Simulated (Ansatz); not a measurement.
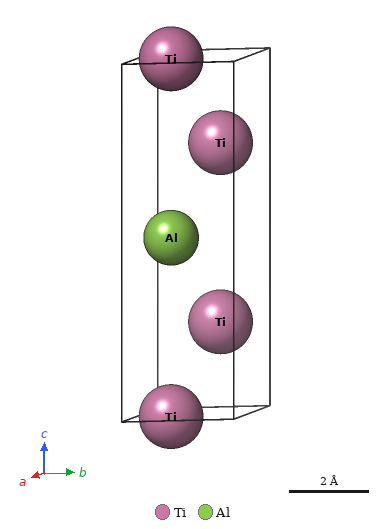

An orthographic spheres-only view of the structure, slightly off an axis. The lines enclose the conventional unit cell; boundary atoms appear with their images. Cell: a = 2.93 Å, b = 2.93 Å, c = 9.23 Å, α = 90.00°, β = 90.00°, γ = 120.00°.

Origin of the cell: a structure listed in the Materials Project. Earlier steps of the study may have refined or changed the cell and positions. Ansatz was used for an electronic-structure calculation on it.

### Give a description of the structure.

It has the composition Ti3Al. The structure has P-6m2 (No. 187) symmetry and a primitive hexagonal lattice. One cell contains 3 Ti, 1 Al, 4 atoms in all.

The numbers come from DFT PBE, scalar-relativistic, plane waves, PAW (Ansatz 0.2.0), using a 420 eV plane-wave basis, k-mesh 18×18×6, Gaussian smearing of 0.1 eV, no spin polarisation.

### Is it conducting or gapped at this level?

A metal: bands cross the Fermi level.

### What charge does Bader's analysis assign to each element?

Ti +0.03 to +0.29 e; Al -0.58 e.

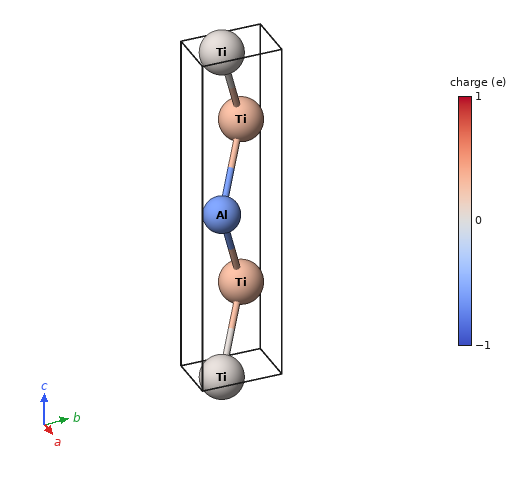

The atoms coloured by those charges. The run's cell of 4 atoms is drawn.

### Does the calculation find this structure at rest?

Yes. All forces vanish to within 0.01 eV/Å. The pressure is 0.0 GPa, close to zero.
